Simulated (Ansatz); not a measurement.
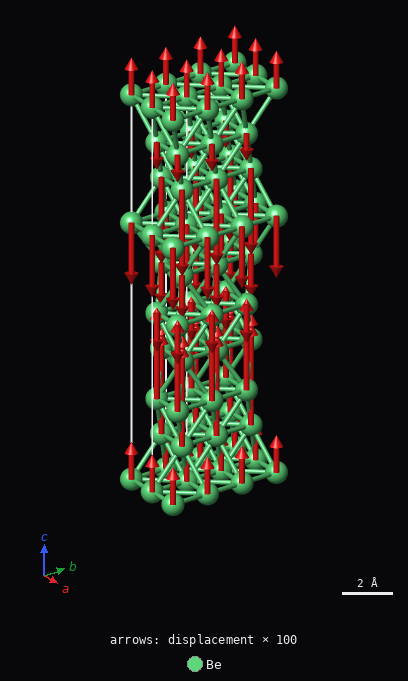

This is a relaxation of crystalline Be (a generated structure, set up in P3m1). The starting structure is drawn; red arrows show the displacements (the part carried along by the change of the cell is left out), 100 times their true length.

Style: ball-and-stick. Shown: the cell of the calculation, repeated 2 × 3 × 1 with one cell outlined, slightly off an axis.

Case: stacking ABCBCBABC.

Theory: DFT r2SCAN, scalar-relativistic, plane waves, PAW (Ansatz). Set-up: plane-wave cutoff 500 eV; k-point mesh 21 × 21 × 3; occupations gaussian; smearing width 0.1 eV; no spin polarisation; cell and atoms relaxed; force threshold 0.01 eV/Å; at most 45 steps.

> What happened in the run?

The energy falls by 2.5 meV per atom in 3 accepted moves (4 points after the start). The largest force component goes from 0.16 to 0.0014 eV/Å. Pressure: −0.18 GPa at the start and 0.00 GPa at the end. The SCF was repeated once at an unchanged geometry on a basis and grid sized afresh for the cell, which shifted the energy by less than 0.05 meV per atom at most. A Be atom moves most relative to the cell: 0.043 Å along +c. Cell: a = b 2.262 → 2.249 Å (−0.6 %), c 16.062 → 16.215 Å (+0.9 %). Volume −0.2 %. Near-neighbour distances that change, for instance: Be–Be 2.211 → 2.243 Å, Be–Be 2.262 → 2.249 Å, Be–Be 2.211 → 2.199 Å, Be–Be 2.211 → 2.219 Å. The space group stays P3m1 (No. 156). Cost: 110 s on 1 thread of AMD EPYC 7R13 Processor (Zen 3), on a shared host, peak memory 0.71 GiB.
